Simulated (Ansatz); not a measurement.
Li$_{2}$Se and related structures: several calculations on one system

### Relaxation

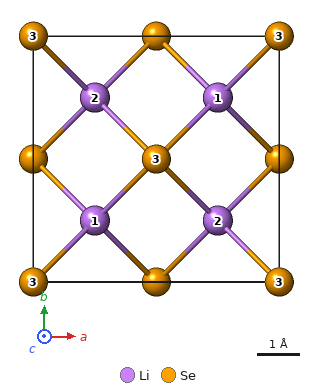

Crystalline Li2Se (set up in Fm-3m), before the relaxation. A ball-and-stick model of the conventional cell (4 times the calculation's cell), seen along the c axis. Lengths and directions refer to the drawn axes.

The calculation used DFT PBE, scalar-relativistic, plane waves, PAW in Ansatz.

Input file:
```yaml
crystal:
  lattice:
    - [0.0, 2.9760442648, 2.9760442648]
    - [2.9760442648, 0.0, 2.9760442648]
    - [2.9760442648, 2.9760442648, 0.0]
  atoms:
    - { symbol: Li, position: [0.75, 0.75, 0.75] }
    - { symbol: Li, position: [0.25, 0.25, 0.25] }
    - { symbol: Se, position: [0.0, 0.0, 0.0] }
basis:
  ecutwfc: 420
kpoints:
  mp_grid: { grid: [8, 8, 8] }
hamiltonian:
  xc: pbe
scf:
  occupations: { method: gaussian, width: 0.02 }
output:
  forces: true
  stress: true
  eigenvalues: true
  write_density: true
  write_potential: true
  elf: true
  volumetric_format: npy
relax:
  adjacent_minimum: "off"
  f_tol: 0.005
  max_steps: 80
  cell: { stress_tol: 0.05 }
```

Launched with:
```bash
ansatz run input.yaml --threads 4 --pin off --max-ram 6144MiB --backend cpu --events-out ev --progress --plain --runs-dir out
```

Q: What does the optimiser find from here?

A: The energy falls by 1.4 meV per atom in 2 accepted moves (3 points after the start). All forces vanish by symmetry, so only the cell relaxes. The pressure goes from 0.97 to 0.00 GPa. At 1 point the geometry stayed and the basis and grid were re-selected for the new cell (energy shift of less than 0.05 meV per atom at most each time). The atoms keep their places relative to the cell (all moves are under 0.005 Å). The drawn cell changes as follows: a = b = c 5.952 → 6.006 Å (+0.9 %); the volume changes by +2.7 %. Among the contacts that change: Li1–Se3 2.577 → 2.601 Å. The space group stays Fm-3m (No. 225).

After the run, drawn alike:

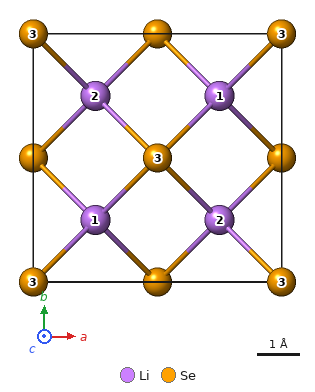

### Relaxation

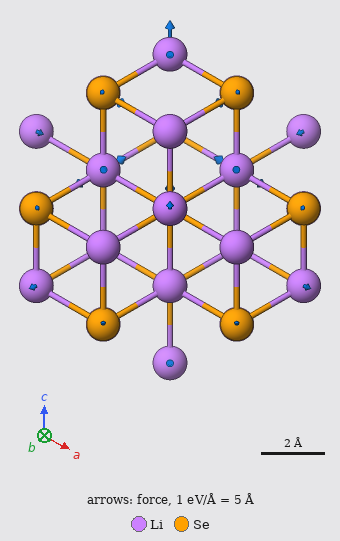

Starting geometry of a defect cell of composition Li₃₁Se₁₆ with the computed forces as blue arrows. Style: ball-and-stick. Shown: the atoms within 5.8 Å of the atom that moves most (axes of the cell of the calculation), along the b axis.

Case: Li vacancy (site c), charge +0, atoms relaxed at the host's cell.

Level of theory: DFT PBE, scalar-relativistic, plane waves, PAW (Ansatz). Settings: plane-wave cutoff 420 eV; k-point mesh 2 × 2 × 2; occupations gaussian; smearing width 0.01 eV; mesh shifted by (0.5, 0.5, 0.5); collinear spin; atoms relaxed in a fixed cell; force threshold 0.025 eV/Å; at most 45 steps.

Question: Is this structure relaxed? If not, where do the atoms go?

Answer: It isn't relaxed: the largest force vector, on Se atoms, is 0.23 eV/Å. The final displacements follow the starting forces only in part (cosine between the two patterns 0.83). The largest moves, 0.15 Å, are those of Li atoms. By element the largest moves are Li 0.15 Å, Se 0.10 Å. The cell stays as it was. Some distances before and after: Li–Se 2.601 → 2.660 Å, Li–Se 2.601 → 2.552 Å, Li–Se 2.601 → 2.612 Å, Li–Se 2.601 → 2.590 Å. Bond angles that change, for instance: Se–Li–Se 109.5° → 119.4°, Se–Li–Se 109.5° → 104.3°. The energy falls by 0.134 eV per cell of the calculation in 2 geometry steps. Largest force component: 0.21 eV/Å at the start, 0.019 eV/Å at the end. The run took 2.9 min on 4 threads of Arm Neoverse V2, on a shared host, peak memory 3.5 GiB.

### Defect

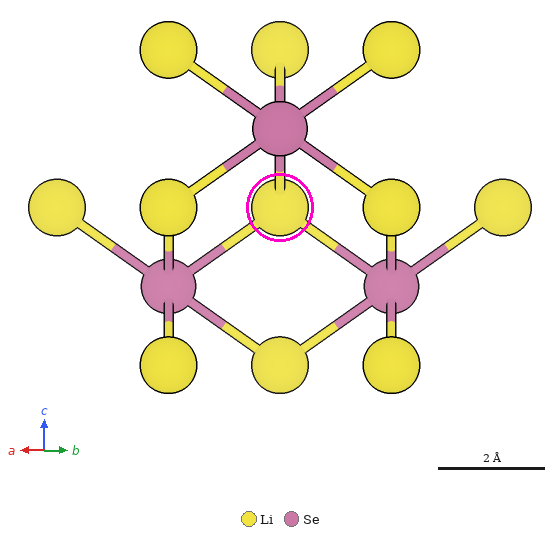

Perfect Li$_{2}$Se. Style: ball-and-stick. Shown: the atoms within 4.6 Å of one point, in a slice 5.0 Å thick across the line of sight, along [110].

Computed with DFT PBE, scalar-relativistic, plane waves, PAW in Ansatz. (plane-wave cutoff 420 eV; k-point mesh 2 × 2 × 2; occupations gaussian; smearing width 0.01 eV; mesh shifted by (0.5, 0.5, 0.5); collinear spin) The cell is small and the k-mesh coarse, so the numbers are rough. A uniform background neutralises the charged cell. The axes drawn are those of the host's conventional cell.

A lithium atom is taken out (a vacancy) at the ringed place, in charge state −1. The supercell has 48 sites, and the atoms are relaxed at the host's cell.

> Predict the relaxed surroundings of the defect.

Around the empty Li site the host had 4 Se at 2.60 Å, 6 Li at 3.00 Å; after relaxation the nearest atoms are 4 Se at 2.72 Å, 6 Li at 2.82 Å. Of the host's atoms, a lithium atom moves furthest from its site, by 0.18 Å. The cell ends without a net magnetic moment.

The relaxed defect, seen from the same direction:

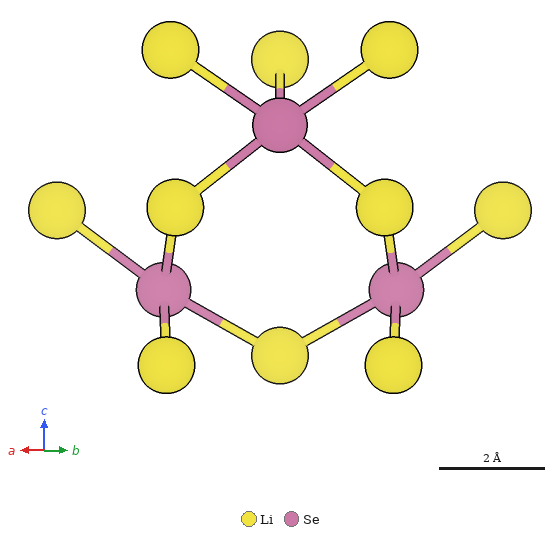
